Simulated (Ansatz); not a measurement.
**Al: 5 runs along one coordinate**

System: Al (4 atoms in the cell).
Method: DFT, BLYP, plane waves (420 eV) with PAW, scalar-relativistic, no spin polarisation (Ansatz 0.2.0).

The 5 runs differ only in the geometry, by an even scaling of the cell at fixed fractional positions.

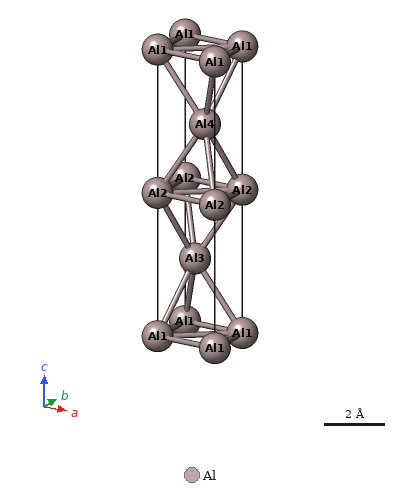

Figure 1. The structure of run 3 (ball-and-stick view of the cell of the calculation, seen slightly off an axis; atoms are numbered from 1 in the order of the input).

## Input of run 3
```yaml
crystal:
  lattice:
    - [2.88252784, 0.0, 0.0]
    - [-1.44126392, 2.4963423366, 0.0]
    - [0.0, 0.0, 9.7331078227]
  atoms:
    - { symbol: Al, position: [0.0, 1.0, 1.0] }
    - { symbol: Al, position: [0.0, 1.0, 0.5] }
    - { symbol: Al, position: [0.3333333333, 0.6666666667, 0.25] }
    - { symbol: Al, position: [0.6666666667, 0.3333333333, 0.75] }
hamiltonian:
  xc: blyp
  pseudopotentials:
    kind: paw
    azcp:
      Al: "pseudopotentials/Al.paw.azcp"
basis:
  ecutwfc: 420
  fft_grid_basis: typed
kpoints:
  mp_grid: { grid: [14, 14, 4], shift: [0, 0, 0] }
magnetization:
  spin_polarized: false
scf:
  occupations: { method: fermi_dirac, width: 0.1 }
  lower_state_search: "off"
output:
  stress: true
```

Run 4 differs from it as follows:
```diff
-    - [2.88252784, 0.0, 0.0]
-    - [-1.44126392, 2.4963423366, 0.0]
-    - [0.0, 0.0, 9.7331078227]
+    - [2.9204601879, 0.0, 0.0]
+    - [-1.4602300939, 2.5291927135, 0.0]
+    - [0.0, 0.0, 9.861189719]
```

## Results, with one run withheld

| run | volume per atom (Å³) | free energy per atom, from the lowest run given (meV) | pressure (GPa) |
| --- | --- | --- | --- |
| 1 | 15.408 | 57.10 | 9.86 |
| 2 | 16.109 | 23.34 | 5.76 |
| 3 | 17.509 | 0.00 | 0.06 |
| 4 | 18.210 | ? | ? |
| 5 | 18.910 | 15.66 | −3.33 |

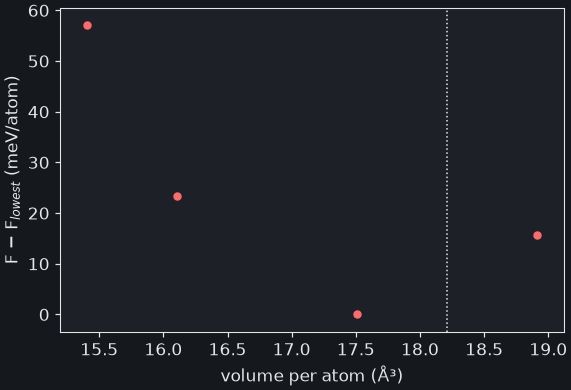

Figure 2. Free energy per atom of the runs given; the dotted line marks run 4.

What should run 4 give?

A quadratic polynomial in V^(−2/3) (the Birch–Murnaghan form), fitted to the 4 runs given, misses them by at most 0.44 meV per atom. With x = V^(−2/3) − 0.15187 Å⁻², it reads F = 4.2821 + 2421.9 x + 3.1581e+05 x² (meV per atom). At run 4 it gives 3.64 meV per atom, and the run itself gives 4.15. The slope of the fit gives a pressure −dF/dV of −1.91 GPa there, and the run prints −1.87 GPa. The fit has its minimum at 17.557 Å³ per atom, where V d²F/dV² gives 56.1 GPa. Cell shape and fractional positions are held, so this is the stiffness under even scaling; the relaxed bulk modulus wasn't computed. So low a polynomial doesn't follow these energies more closely.

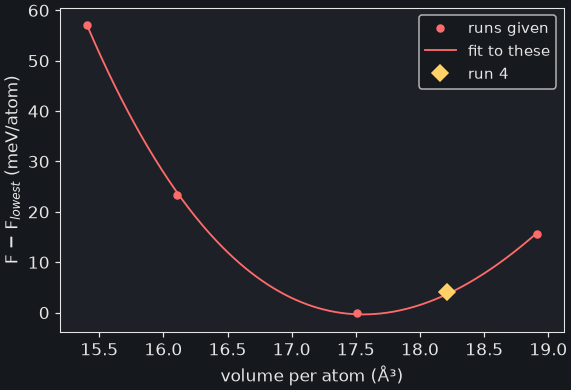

Figure 3. The fit and the withheld run.

## Output, shortened to warnings, some set-up lines, iterations and results (run 4)
```
Basis set: ecut = 420 eV, 1413 PW (Γ), exchange–correlation on 40×40×144 points (8 copies of the dense FFT grid, shifted against one another)
Symmetry: 24 space group operations
k-points: 72 of 784
Initial density: superposition of atomic densities (neutral atoms: chi_scale 0, normalization atom), corrected by the library's trained network
[...]
SCF iter   1: F=—  HF=-2161.971359 eV  |F-HF|=—  |Δ(HF+E_count)|=         —  Δρ=4.96e-3  dr2=2.17e-2  ethr=1.77e-3  ⟨swp⟩=6.8  Hψ=13335  notcnv=0  defer=11
SCF iter   2: F=—  HF=-2161.969384 eV  |F-HF|=—  |Δ(HF+E_count)|=   1.97e-3  Δρ=3.29e-3  dr2=9.82e-3  ethr=1.81e-4  ⟨swp⟩=1.0  Hψ=1586  notcnv=0  defer=18
SCF iter   3: F=—  HF=-2161.968469 eV  |F-HF|=—  |Δ(HF+E_count)|=   9.15e-4  Δρ=2.09e-4  dr2=3.44e-5  ethr=8.18e-5  ⟨swp⟩=1.0  Hψ=921  notcnv=0  defer=18
SCF iter   4: F=—  HF=-2161.968459 eV  |F-HF|=—  |Δ(HF+E_count)|=   9.98e-6  Δρ=4.93e-5  dr2=7.80e-6  ethr=2.87e-7  ⟨swp⟩=2.4  Hψ=1360  notcnv=0  defer=18
SCF iter   5: F=—  HF=-2161.968457 eV  |F-HF|=—  |Δ(HF+E_count)|=   1.64e-6  Δρ=1.55e-5  dr2=5.76e-7  ethr=6.50e-8  ⟨swp⟩=2.1  Hψ=1167  notcnv=0  defer=18
SCF iter   6: F=-2161.968457 eV  HF=-2161.968457 eV  |F-HF|=9.16e-9  |Δ(HF+E_count)|=   3.97e-8  Δρ=4.14e-6  dr2=1.37e-8  ethr=8.33e-10  ⟨swp⟩=4.0  Hψ=2557  notcnv=0
SCF 1 converged in 6 iterations: F = -2161.968457 eV  dr2 = 1.37e-8
SCF converged after 6 iterations
Free energy (F): -2161.968457 eV
Harris-Foulkes:  -2161.968457 eV  (|F-HF|=9.16e-9)
Internal energy: -2161.909531 eV  (E = F + TS)
E sigma→0 (E₀):  -2161.938994 eV
Entropy (-TS):   -0.058926 eV (-14.731 meV/atom)
Fermi energy:    7.430473 eV
--- Per-component energies (eV) ---
  E_band       = 39.230693
  E_kinetic    = 85.766823
  E_local      = 30.534786  (includes V_loc(G=0)·N_el)
  E_nonlocal   = 44.159211
  E_hartree    = 0.465971
  E_xc         = -151.435681
  E_vxc        = -106.447179  (∫ρ·V_xc dr)
  E_paw        = -1886.945138  (= ΣΔE_a)
  E_vpaw       = -15.714917  (= ΣTr[D̂ρ^β])
  E_aug_tail   = -0.000010  (compensation charges beyond the density's cutoff)
  E_ewald      = -284.503762
  E_core_change = 0.048269  (= ΣΔE_core)
  E_smearing   = -0.058926  (= −TS)
  E_closure    = -0.000000  (closes the sum)
  Σ components = -2161.968457   (vs F -2161.968457, Δ=0.00e0)
--- Stress (GPa, compression-positive) ---
       -2.183561       0.000000       0.000000
        0.000000      -2.183561       0.000000
        0.000000       0.000000      -1.235430
  P = ⅓ Tr σ = -1.8675 GPa (-18.675 kbar)
```
